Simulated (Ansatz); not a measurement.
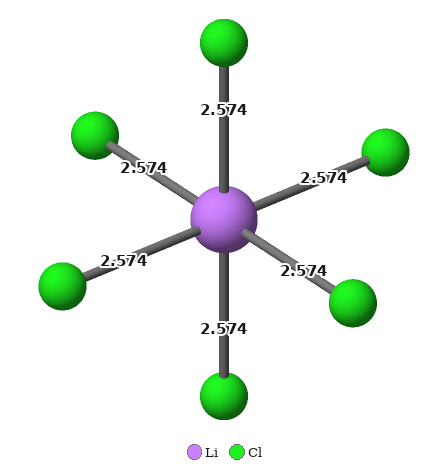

The surroundings of site Li1 (at 0.000, 0.000, 0.000) in LiCl in space group Fm-3m, with bond lengths in Å.

Origin of the cell: the geometry relaxed with DFT PBE, scalar-relativistic, plane waves, PAW (Ansatz 0.2.0).

```
CELL_PARAMETERS angstrom
5.14893 0.00000 0.00000
0.00000 5.14893 0.00000
0.00000 0.00000 5.14893
ATOMIC_POSITIONS crystal
Li 0.00000 0.00000 0.00000
Cl 0.50000 0.00000 0.00000
Li 0.00000 0.50000 0.50000
Cl 0.50000 0.50000 0.50000
Li 0.50000 0.00000 0.50000
Cl 0.00000 0.00000 0.50000
Li 0.50000 0.50000 0.00000
Cl 0.00000 0.50000 0.00000
```

Bond valence s = exp((R0 − d)/b), R0 fitted to published crystal structures with b = 0.37 Å; R0 in Å: Li+–Cl 1.904.

Calculate the bond-valence sum of Li1 from the bonds drawn.

6 × 0.164 = 0.98 v.u., against a formal valence of 1: a close match.

And over the whole structure?

| site | x, y, z | formal valence | bond-valence sum | difference |
| --- | --- | --- | --- | --- |
| Li1 | 0.000, 0.000, 0.000 | +1 | 0.99 | -0.01 |
| Cl1 | 0.500, 0.000, 0.000 | −1 | 0.99 | -0.01 |

These sums include all anions within 5 Å. The global instability index (root mean square of the differences over all atoms) is 0.01 v.u.: little strain. Cells relaxed with PBE tend to have slightly long bonds, which lowers the sums.
